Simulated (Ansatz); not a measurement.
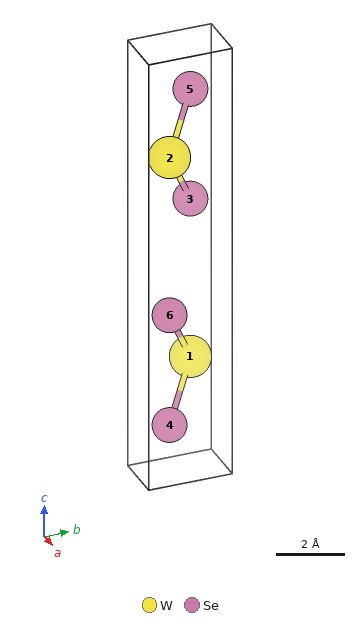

*The input geometry (ball-and-stick view of the cell of the calculation, seen slightly off an axis; atoms are numbered from 1 in the order of the input).*

Near neighbours in the crystal (not all of them lie inside the picture): W has 6 Se at 2.53 Å; Se has 3 W at 2.53 Å.

**WSe2: single-point calculation (part 1 of 2)**

- system: WSe2 (P6₃/mmc, 6 atoms in the cell)
- method: DFT PBEsol+U, scalar-relativistic, plane waves, PAW, Ueff = 8 eV on W atom 1 d; Ueff = 8 eV on W atom 2 d, spin-polarised (Ansatz 0.2.0)

The structure derives from an entry of the Crystallography Open Database. It belongs to a series of runs on one base structure; here: total moment held at first, then free. Figures and captions count atoms from 1; the log counts them from 0 in places.

### Output
```
Warning: output.stress: scf.convergence.dr2_threshold = 1e-7 eV (the SCF's general default) is looser than the 6e-10 eV advised for a printed stress (1e-10 eV for each atom of the cell: 6). What an SCF threshold leaves in a stress goes as its square root, and in the free energy as the threshold itself, and one threshold admits the most on a small cell: of the crystals measured, under no hybrid functional and no lock of the moments, on runs that ended without the residual-converged pass, on stresses that held no estimate of that error, the worst erred by over 100 MPa in a component at 1e-7 eV an atom and by under 5 at 1e-10. Set scf.convergence.dr2_threshold to 6e-10 eV or tighter. The threshold is an SCF's pass mark: one that does not reach it within its budget of iterations ends unconverged, or closes short of it on a stop that the run arms, and scf.convergence.dr2_threshold's page says what that costs each kind of run
W: projections on atomic orbitals take those of the free atom [Kr 4d10 4f14] 5s2 5p6 5d4 6s2, of charge +0.00 (hamiltonian.pseudopotentials.projection_atoms); the dataset's partial waves leave at most 6.5e-5 of an orbital's norm unspanned inside its sphere
Se: projections on atomic orbitals take those of the free atom [Ar] 3d10 4s2 4p4, of charge +0.00 (hamiltonian.pseudopotentials.projection_atoms); the dataset's partial waves leave at most 2.3e-6 of an orbital's norm unspanned inside its sphere
Engine: ansatz 0.2.0, aarch64-unknown-linux-gnu
Pseudopotentials: kind: paw
Pseudopotential: W, paw, valence charge 14, recommended cutoff 420 eV (normal), W.paw.azcp
Pseudopotential: Se, paw, valence charge 16, recommended cutoff 420 eV (normal), Se.paw.azcp
Functional definition: PBEsol
  exchange = pbesol_x
  correlation = pbesol_c
Crystal: 6 atoms, lattice volume = 121.580 Å³
Basis set: ecut = 420 eV, 2419 PW (Γ), exchange–correlation on 48×48×180 points (8 copies of the dense FFT grid, shifted against one another)
Bands: 57, of which v1, the nominal top of the filled ones, is band 46 counted from 1 (45 counted from 0)
Symmetry: 24 space group operations
Space group: P63/mmc (ITA 194), of the structure as read, at distance tolerance 5.0e-5 Å
Magnetic group: BNS 194.263 (UNI 1493), of the structure as read, at distance tolerance 5.0e-5 Å
k-points: 16 of 98
Non-local potential: W, projectors of the file, l = 0: 3, l = 1: 2, l = 2: 2, l = 3: 1
Non-local potential: Se, projectors of the file, l = 0: 2, l = 1: 2, l = 2: 3, l = 3: 1
PAW form: soft (Blöchl's): semilocal exchange-correlation on the pseudo side does not see the compensation charge
PAW frozen core: W, regenerated for the run's functional, and the local potential with it (the file was generated under x = pbe(κ = 0.804, μ = 0.2195149727645171), c = pbe(β = 0.06672455060314922))
PAW frozen core: Se, regenerated for the run's functional, and the local potential with it (the file was generated under x = pbe(κ = 0.804, μ = 0.2195149727645171), c = pbe(β = 0.06672455060314922))
PAW one-centre angular grid: W, 590 points (default); XC on 64 Gauss nodes
PAW one-centre angular grid: Se, 590 points (default); XC on 64 Gauss nodes
Initial density: superposition of atomic densities (chi_scale 0.1, normalization cell)
Starting moments: Σ|m| = 2 μB on 2 of 6 sites
Initial wavefunctions: pseudopotential atomic-orbital guess
Functional: x = pbesol(κ = 0.804, μ = 0.12345679012345678), c = pbesol(β = 0.046)
iter 1 solved again at ethr=2.27e-3 eV; its pass at ethr=3.10e-3 eV (dr2=2.09e0 eV) is discarded
SCF iter   1: F=—  HF=-42192.147424 eV  |F-HF|=—  |Δ(HF+E_count)|=         —  Δρ=2.45e-2 (↑2.34e-2 ↓2.45e-2)  dr2=2.10e0  dr2_m=2.09e-1  M=2.000 μB ∫|m|=2.682 μB  β_m=0.30  ethr=2.27e-3  ⟨swp⟩=1.0  Hψ=8854  notcnv=0
preconditioner: auto → Kerker (q_TF=auto, 2.604 Å⁻¹)  [metal: Δε(μ)=0.039 eV  Ē_g=9.889 eV  σ=0.050 eV  W_gap=0.37  n_scr=40 (ndim 8)  ℏωp=20.2 eV  f_vac=0.022  D(μ)=5.54/eV (n_scr^D=52)]
spin=Collinear: Kerker preconditioning applied to the charge; magnetization (m = ρ↑ − ρ↓) channel mixes plain (no charge-response kernel on spin).
SCF iter   2: F=—  HF=-42192.294539 eV  |F-HF|=—  |Δ(HF+E_count)|=   1.47e-1  Δρ=1.75e-2 (↑1.58e-2 ↓1.75e-2)  dr2=9.89e-1  dr2_m=1.25e-1  M=2.000 μB ∫|m|=2.925 μB  β_m=0.65  ethr=2.27e-3  ⟨swp⟩=2.0  Hψ=2169  notcnv=0
SCF iter   3: F=—  HF=-42193.052829 eV  |F-HF|=—  |Δ(HF+E_count)|=   7.58e-1  Δρ=1.02e-2 (↑1.02e-2 ↓6.63e-3)  dr2=9.30e-1  dr2_m=3.61e-2  M=2.000 μB ∫|m|=3.373 μB  β_m=0.82  ethr=1.07e-3  ⟨swp⟩=2.1  Hψ=2670  notcnv=0  defer=37
SCF iter   4: F=—  HF=-42193.185779 eV  |F-HF|=—  |Δ(HF+E_count)|=   1.33e-1  Δρ=5.15e-3 (↑5.15e-3 ↓3.32e-3)  dr2=2.44e-1  dr2_m=9.16e-3  M=2.000 μB ∫|m|=3.582 μB  β_m=0.69  ethr=1.01e-3  ⟨swp⟩=2.5  Hψ=3068  notcnv=0  defer=98
SCF iter   5: F=—  HF=-42193.188103 eV  |F-HF|=—  |Δ(HF+E_count)|=   2.32e-3  Δρ=2.09e-3 (↑2.04e-3 ↓2.09e-3)  dr2=4.29e-2  dr2_m=1.51e-3  M=2.000 μB ∫|m|=3.708 μB  β_m=0.84  ethr=2.65e-4  ⟨swp⟩=2.2  Hψ=3476  notcnv=0  defer=98
SCF iter   6: F=—  HF=-42193.197484 eV  |F-HF|=—  |Δ(HF+E_count)|=   9.38e-3  Δρ=7.01e-4 (↑7.01e-4 ↓6.58e-4)  dr2=2.89e-3  dr2_m=3.83e-5  M=2.000 μB ∫|m|=3.842 μB  β_m=0.89  ethr=4.66e-5  ⟨swp⟩=2.1  Hψ=2536  notcnv=0  defer=103
SCF iter   7: F=—  HF=-42193.198882 eV  |F-HF|=—  |Δ(HF+E_count)|=   1.40e-3  Δρ=3.81e-4 (↑3.81e-4 ↓3.38e-4)  dr2=1.76e-3  dr2_m=8.84e-6  M=2.000 μB ∫|m|=3.847 μB  β_m=0.94  ethr=3.14e-6  ⟨swp⟩=2.0  Hψ=2305  notcnv=0  defer=101
SCF iter   8: F=—  HF=-42193.199137 eV  |F-HF|=—  |Δ(HF+E_count)|=   2.56e-4  Δρ=2.33e-4 (↑2.33e-4 ↓1.55e-4)  dr2=5.35e-4  dr2_m=8.85e-6  M=2.000 μB ∫|m|=3.856 μB  β_m=0.93  ethr=1.91e-6  ⟨swp⟩=1.9  Hψ=1899  notcnv=0  defer=101
SCF iter   9: F=—  HF=-42193.199162 eV  |F-HF|=—  |Δ(HF+E_count)|=   2.42e-5  Δρ=7.05e-5 (↑7.05e-5 ↓4.32e-5)  dr2=4.07e-5  dr2_m=9.13e-7  M=2.000 μB ∫|m|=3.860 μB  β_m=0.96  ethr=5.81e-7  ⟨swp⟩=2.0  Hψ=2105  notcnv=0  defer=101
SCF iter  10: F=—  HF=-42193.199170 eV  |F-HF|=—  |Δ(HF+E_count)|=   8.30e-6  Δρ=1.60e-5 (↑1.60e-5 ↓1.53e-5)  dr2=3.64e-6  dr2_m=6.00e-8  M=2.000 μB ∫|m|=3.859 μB  β_m=0.98  ethr=4.43e-8  ⟨swp⟩=2.0  Hψ=2099  notcnv=0  defer=101
SCF iter  11: F=—  HF=-42193.199171 eV  |F-HF|=—  |Δ(HF+E_count)|=   1.58e-6  Δρ=4.55e-6 (↑4.55e-6 ↓4.42e-6)  dr2=8.81e-8  dr2_m=9.74e-9  M=2.000 μB ∫|m|=3.858 μB  β_m=0.99  ethr=3.96e-9  ⟨swp⟩=2.0  Hψ=2258  notcnv=0  defer=101
SCF iter  12: F=—  HF=-42193.199171 eV  |F-HF|=—  |Δ(HF+E_count)|=   9.89e-8  Δρ=2.47e-6 (↑2.47e-6 ↓1.56e-6)  dr2=1.01e-8  dr2_m=3.99e-9  M=2.000 μB ∫|m|=3.858 μB  β_m=1.00  ethr=9.57e-11  ⟨swp⟩=2.6  Hψ=2868  notcnv=0  defer=101
SCF iter  13: F=—  HF=-42193.199172 eV  |F-HF|=—  |Δ(HF+E_count)|=   2.83e-8  Δρ=1.30e-6 (↑1.30e-6 ↓1.10e-6)  dr2=2.40e-9  dr2_m=1.42e-9  M=2.000 μB ∫|m|=3.858 μB  β_m=1.00  ethr=1.09e-11  ⟨swp⟩=2.1  Hψ=3133  notcnv=0  defer=101
SCF iter  14: F=—  HF=-42193.199172 eV  |F-HF|=—  |Δ(HF+E_count)|=   1.44e-8  Δρ=8.19e-7 (↑8.19e-7 ↓4.31e-7)  dr2=1.64e-9  dr2_m=2.45e-10  M=2.000 μB ∫|m|=3.857 μB  β_m=1.00  ethr=2.61e-12  ⟨swp⟩=2.6  Hψ=3260  notcnv=0  defer=101
SCF iter  15: F=—  HF=-42193.199172 eV  |F-HF|=—  |Δ(HF+E_count)|=   2.36e-9  Δρ=2.29e-7 (↑1.74e-7 ↓2.29e-7)  dr2=2.55e-10  dr2_m=1.74e-11  M=2.000 μB ∫|m|=3.857 μB  β_m=1.00  ethr=1.78e-12  ⟨swp⟩=2.2  Hψ=3183  notcnv=0  defer=101
SCF iter  16: F=—  HF=-42193.200783 eV  |F-HF|=—  |Δ(HF+E_count)|=         —  Δρ=1.04e-3 (↑1.04e-3 ↓9.84e-4)  dr2=4.43e-4  dr2_m=1.08e-3  M=2.137 μB ∫|m|=3.912 μB  β_m=1.00  ethr=1.00e-12  ⟨swp⟩=2.0  Hψ=2070  notcnv=0  defer=101
Mixer restart at iter 16: flushing history
magnetisation lock released at iteration 16: constraint 0 (total_moment) let go, since its count of iterations ended; one Fermi level fills both spin channels from this iteration on; total moment +2.000 μB on the last held iteration's output density and +2.000 μB on this iteration's input density, against a target of +2.000 μB; at the last held iteration this SCF's convergence gates had closed (among their readings dr2 stood at 2.5e-10 eV, dr2_m at 1.7e-11 eV, against a threshold of 1.0e-7 eV): the hold had settled
SCF iter  17: F=—  HF=-42193.211343 eV  |F-HF|=—  |Δ(HF+E_count)|=   1.06e-2  Δρ=1.81e-3 (↑1.81e-3 ↓1.67e-3)  dr2=1.43e-3  dr2_m=3.20e-3  M=2.320 μB ∫|m|=4.057 μB  β_m=1.00  ethr=4.82e-7  ⟨swp⟩=2.2  Hψ=2805  notcnv=0  defer=101  recentre
SCF iter  18: F=—  HF=-42193.198746 eV  |F-HF|=—  |Δ(HF+E_count)|=   1.26e-2  Δρ=1.89e-4 (↑1.89e-4 ↓1.61e-4)  dr2=1.77e-5  dr2_m=3.07e-5  M=1.990 μB ∫|m|=3.802 μB  β_m=1.00  ethr=4.82e-7  ⟨swp⟩=2.6  Hψ=3066  notcnv=0  defer=101
SCF iter  19: F=—  HF=-42193.198725 eV  |F-HF|=—  |Δ(HF+E_count)|=   2.11e-5  Δρ=1.08e-4 (↑1.02e-4 ↓1.08e-4)  dr2=8.30e-6  dr2_m=1.17e-5  M=1.941 μB ∫|m|=3.769 μB  β_m=1.00  ethr=1.92e-8  ⟨swp⟩=2.0  Hψ=3246  notcnv=0  defer=101
SCF iter  20: F=—  HF=-42193.198712 eV  |F-HF|=—  |Δ(HF+E_count)|=   1.34e-5  Δρ=2.55e-5 (↑2.55e-5 ↓2.11e-5)  dr2=5.88e-7  dr2_m=5.29e-7  M=1.962 μB ∫|m|=3.781 μB  β_m=0.95  ethr=9.02e-9  ⟨swp⟩=2.0  Hψ=3125  notcnv=0  defer=101
SCF iter  21: F=—  HF=-42193.198717 eV  |F-HF|=—  |Δ(HF+E_count)|=   5.03e-6  Δρ=4.90e-5 (↑4.69e-5 ↓4.90e-5)  dr2=2.34e-6  dr2_m=2.38e-6  M=1.968 μB ∫|m|=3.783 μB  β_m=0.95  ethr=6.39e-10  ⟨swp⟩=2.0  Hψ=3146  notcnv=0  defer=101
SCF iter  22: F=—  HF=-42193.198714 eV  |F-HF|=—  |Δ(HF+E_count)|=   2.89e-6  Δρ=1.59e-5 (↑3.18e-6 ↓1.59e-5)  dr2=8.58e-7  dr2_m=7.90e-8  M=1.958 μB ∫|m|=3.775 μB  β_m=0.97  ethr=6.39e-10  ⟨swp⟩=2.5  Hψ=2981  notcnv=0  defer=101
SCF iter  23: F=—  HF=-42193.198714 eV  |F-HF|=—  |Δ(HF+E_count)|=   2.69e-7  Δρ=1.14e-5 (↑3.82e-6 ↓1.14e-5)  dr2=5.26e-7  dr2_m=4.64e-8  M=1.959 μB ∫|m|=3.775 μB  β_m=0.99  ethr=6.39e-10  ⟨swp⟩=2.1  Hψ=2221  notcnv=0  defer=101
SCF iter  24: F=-42193.198714 eV  HF=-42193.198714 eV  |F-HF|=1.02e-8  |Δ(HF+E_count)|=   4.83e-8  Δρ=2.28e-6 (↑1.07e-6 ↓2.28e-6)  dr2=1.85e-8  dr2_m=2.11e-9  M=1.960 μB ∫|m|=3.775 μB  ethr=1.09e-10  ⟨swp⟩=9.4  Hψ=7555  notcnv=0
The SCF converged. Along the directions that its mixing steps explored, a Ritz value of the dielectric operator 1 − χ₀K read negative at each of the last 4 readings (its real part and the size of its imaginary part sum to between -1.1 and -1.1).
SCF 1 converged in 24 iterations: F = -42193.198714 eV  dr2 = 1.85e-8
  greatest PAW one-centre occupation: 1.000 electrons in one spin orbital (limit 2), on the Se atom at site 5 (counted from 0), in its partial waves of l = 2
No search for a lower state was made along the close's negative reading: the deck asks for none (scf.lower_state_search: off) (following: asked_to_warn; scf.lower_state_search in the input reference).
SCF converged after 24 iterations
Magnetization: 1.9597 μB (46.9799 up, 45.0201 down)
Absolute magnetization: 3.7316 μB (∫|ρ↑−ρ↓|, with the PAW one-centre terms)
Spin contamination: 0.4310 ħ² per cell (⟨S²⟩ above its minimum at these occupations)
Per-site moments (μB) at R_I (Å): [(1.0465078381559947, 1.0441543784065213), (1.0465078381559947, 1.0441543784065213), (-0.16220372187449456, 1.0441543784065213), (-0.16220372187449472, 1.0441543784065213), (-0.16220372187449472, 1.0441543784065217), (-0.16220372187449486, 1.0441543784065213)]
```
